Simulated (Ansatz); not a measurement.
# Energy of BP along an even scaling of the cell

System: BP (F-43m, 2 atoms in the cell).
Method: Kohn-Sham DFT of a periodic cell, PBE, Ansatz PAW small core, no spin polarisation (Ansatz 0.2.0).

The 5 runs differ only in the geometry, by an even scaling of the cell at fixed fractional positions. The structure derives from an entry of the Crystallography Open Database.

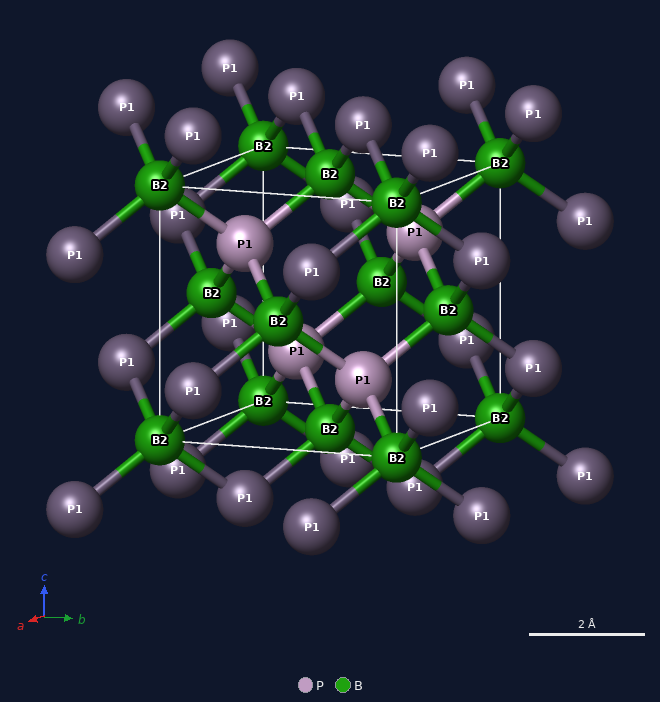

Figure 1. The structure of run 3 (ball-and-stick view of the cell 4 times as large as that of the calculation, set on its symmetry axes, seen slightly off an axis; neighbours outside the cell are drawn fainter; atoms are numbered from 1 in the order of the input).

## Input of run 3
```yaml
crystal:
  lattice:
    - [0.0, 2.2537713532, 2.2537713532]
    - [2.2537713532, 0.0, 2.2537713532]
    - [2.2537713532, 2.2537713532, 0.0]
  atoms:
    - { symbol: P, position: [0.75, 0.75, 0.75] }
    - { symbol: B, position: [0.0, 0.0, 0.0] }
hamiltonian:
  xc: pbe
  pseudopotentials: { kind: paw, core: small }
kpoints:
  mp_grid: { grid: [10, 10, 10] }
scf:
  occupations: { method: fermi_dirac, width: 0.05 }
output:
  forces: true
  stress: true
  eigenvalues: true
```

Command:
```bash
ansatz run input.yaml --threads 2 --pin off --max-ram 5120MiB --backend cpu --events-out ev --progress --plain --runs-dir out
```

Lattice vectors (Å) and fractional positions of run 3:
```
   0.000000    2.253771    2.253771
   2.253771    0.000000    2.253771
   2.253771    2.253771    0.000000
P   0.750000  0.750000  0.750000
B   0.000000  0.000000  0.000000
```

Run 2 differs from it as follows:
```diff
-    - [0.0, 2.2537713532, 2.2537713532]
-    - [2.2537713532, 0.0, 2.2537713532]
-    - [2.2537713532, 2.2537713532, 0.0]
+    - [0.0, 2.2383340787, 2.2383340787]
+    - [2.2383340787, 0.0, 2.2383340787]
+    - [2.2383340787, 2.2383340787, 0.0]
```

## Results, with one run withheld

| run | volume per atom (Å³) | free energy per atom, from the lowest run given (meV) | pressure (GPa) | gap on the mesh (eV) |
| --- | --- | --- | --- | --- |
| 1 | 10.981 | 28.31 | 12.69 | 1.16 |
| 2 | 11.214 | ? | ? | ? |
| 3 | 11.448 | 3.46 | 4.62 | 1.22 |
| 4 | 11.915 | 0.00 | −2.04 | 1.27 |
| 5 | 12.383 | 14.22 | −7.54 | 1.32 |

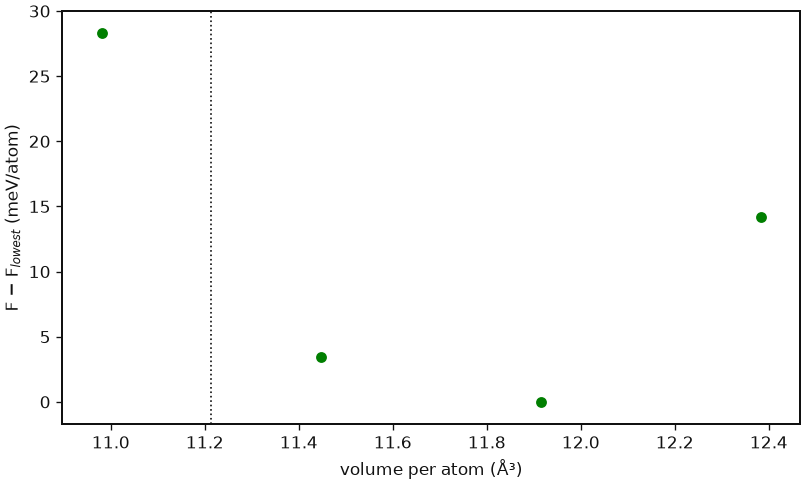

Figure 2. Free energy per atom of the runs given; the dotted line marks run 2.

What should run 2 give?

A quadratic polynomial in V^(−2/3) (the Birch–Murnaghan form), fitted to the 4 runs given, misses them by at most 0.02 meV per atom. With x = V^(−2/3) − 0.19445 Å⁻², it reads F = −0.53962 + 782.1 x + 3.5682e+05 x² (meV per atom). At run 2 it gives 12.95 meV per atom, and the run itself gives 12.94. The slope of the fit gives a pressure −dF/dV of 8.47 GPa there, and the run prints 8.46 GPa. The fit has its minimum at 11.762 Å³ per atom, where V d²F/dV² gives 162 GPa: the bulk modulus at this level, since symmetry fixes the shape and the positions. The gap on the mesh goes, without turning, from 1.16 eV in run 1 to 1.32 eV in run 5; run 2 has 1.19 eV. These are gaps of this functional on this mesh, which can miss the band edges; they aren't the measured gap.

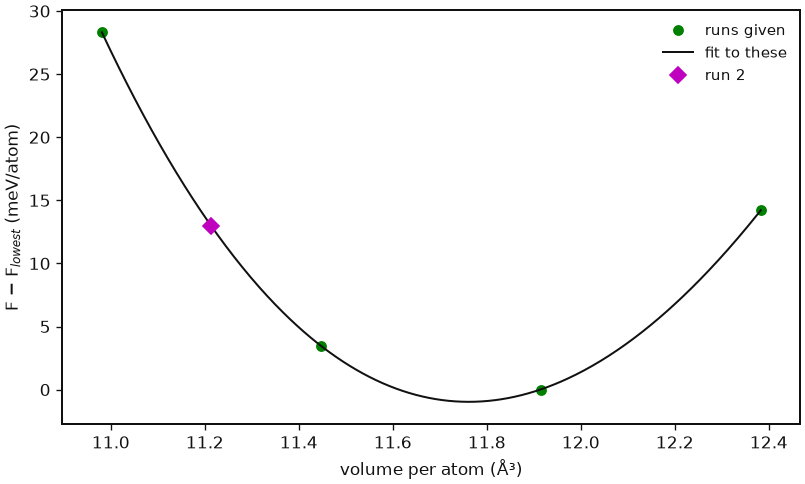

Figure 3. The fit and the withheld run.

## Output, shortened to warnings, some set-up lines, iterations and results (run 2)
```
Basis set: ecut = 420 eV, 411 PW (Γ), exchange–correlation on 48×48×48 points (8 copies of the dense FFT grid, shifted against one another)
Symmetry: 24 space group operations
k-points: 47 of 1000 (time reversal used)
Initial density: superposition of atomic densities (neutral atoms: chi_scale 0, normalization atom), corrected by the library's trained network
[...]
SCF iter   1: F=—  HF=-912.418986 eV  |F-HF|=—  |Δ(HF+E_count)|=         —  Δρ=1.64e-3  dr2=4.68e-4  ethr=1.77e-3  ⟨swp⟩=6.1  Hψ=3472  notcnv=0
SCF iter   2: F=—  HF=-912.419145 eV  |F-HF|=—  |Δ(HF+E_count)|=   1.59e-4  Δρ=8.64e-4  dr2=1.46e-4  ethr=5.85e-6  ⟨swp⟩=2.4  Hψ=943  notcnv=0
SCF iter   3: F=—  HF=-912.419129 eV  |F-HF|=—  |Δ(HF+E_count)|=   1.56e-5  Δρ=4.04e-4  dr2=1.57e-5  ethr=1.83e-6  ⟨swp⟩=2.0  Hψ=550  notcnv=0
SCF iter   4: F=—  HF=-912.419151 eV  |F-HF|=—  |Δ(HF+E_count)|=   2.19e-5  Δρ=1.01e-4  dr2=2.51e-6  ethr=1.96e-7  ⟨swp⟩=2.0  Hψ=565  notcnv=0
SCF iter   5: F=-912.419151 eV  HF=-912.419151 eV  |F-HF|=6.37e-10  |Δ(HF+E_count)|=   3.79e-7  Δρ=7.97e-6  dr2=1.21e-8  ethr=3.14e-8  ⟨swp⟩=2.3  Hψ=556  notcnv=0
SCF iter   6: F=-912.419151 eV  HF=-912.419151 eV  |F-HF|=3.35e-10  |Δ(HF+E_count)|=   5.64e-9  Δρ=1.61e-6  dr2=6.66e-10  ethr=1.52e-10  ⟨swp⟩=3.2  Hψ=2036  notcnv=0
SCF 1 converged in 6 iterations: F = -912.419151 eV  dr2 = 6.66e-10
SCF converged after 6 iterations
Free energy (F): -912.419151 eV
Harris-Foulkes:  -912.419151 eV  (|F-HF|=3.35e-10)
Internal energy: -912.419151 eV  (E = F + TS)
E sigma→0 (E₀):  -912.419151 eV
Entropy (-TS):   -0.000000 eV (-0.000 meV/atom)
Fermi energy:    10.404152 eV
--- Per-component energies (eV) ---
  E_band       = 25.425581
  E_kinetic    = 123.773330
  E_local      = -65.017356  (includes V_loc(G=0)·N_el)
  E_nonlocal   = 45.304816
  E_hartree    = 16.548597
  E_xc         = -95.553117
  E_vxc        = -101.433351  (∫ρ·V_xc dr)
  E_paw        = -648.072573  (= ΣΔE_a)
  E_vpaw       = -10.299098  (= ΣTr[D̂ρ^β])
  E_aug_tail   = 0.000000  (compensation charges beyond the density's cutoff)
  E_ewald      = -289.402847
  E_smearing   = -0.000000  (= −TS)
  E_closure    = -0.000000  (closes the sum)
  Σ components = -912.419151   (vs F -912.419151, Δ=0.00e0)
--- Forces (eV/Å), atoms counted from 1 ---
  atom   1  P      0.00000000    -0.00000000    -0.00000000
  atom   2  B     -0.00000000     0.00000000     0.00000000
  max |Σ_I F_I| component: 3.33e-16 eV/Å
--- Stress (GPa, compression-positive) ---
        8.460778      -0.000000      -0.000000
       -0.000000       8.460778       0.000000
       -0.000000       0.000000       8.460778
  P = ⅓ Tr σ = 8.4608 GPa (84.608 kbar)
```
